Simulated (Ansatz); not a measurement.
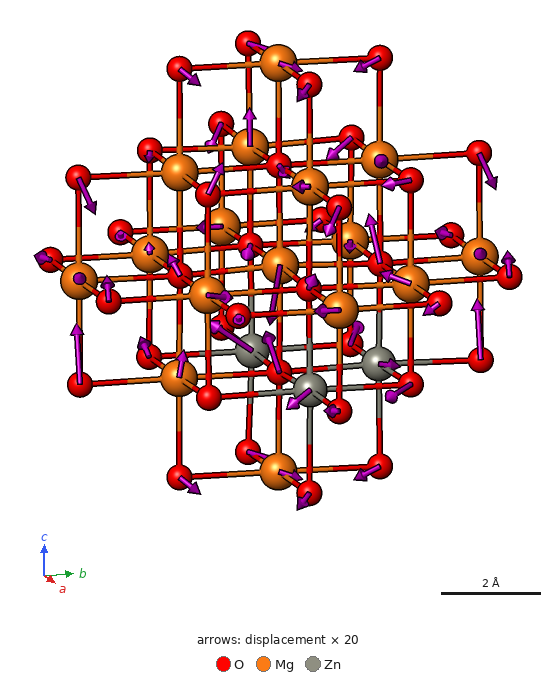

This is a relaxation of solid O32Mg26Zn6 (a generated structure, set up in P1). The starting structure is drawn; purple arrows show the displacements, 20 times their true length.

The picture is a ball-and-stick view of the atoms within 5.0 Å of the atom that moves most (axes of the cell of the calculation), seen slightly off an axis.

Theory: DFT, PBEsol, PAW, plane waves in Ansatz 0.2.0. Set-up: plane-wave cutoff 420 eV; k-point mesh 1 × 1 × 1; mesh shifted by (0.25, 0.25, 0.25); no spin polarisation; cell relaxed at fixed shape; force threshold 0.03 eV/Å; at most 80 steps.

Q: What happened in the run?

A: The largest move is that of a Mg atom, 0.068 Å roughly along [−1 0 −3]. By element the largest moves are Mg 0.068 Å, O 0.064 Å, Zn 0.061 Å. The cell doesn't change. Near-neighbour distances that change, for instance: Mg–O 2.203 → 2.105 Å, O–Zn 2.063 → 2.136 Å, O–Zn 2.048 → 2.114 Å, Mg–O 2.060 → 2.116 Å. Bond angles that change, for instance: O–Mg–O 175.2° → 179.3°, O–Mg–O 93.1° → 89.4°, Mg–O–Mg 87.0° → 90.6°. The space group stays P1 (No. 1). After 5 geometry steps the energy has fallen by 8.4 meV per atom. Largest force component: 0.85 eV/Å at the start, 0.00044 eV/Å at the end. Pressure: 0.49 GPa at the start and 0.00 GPa at the end.
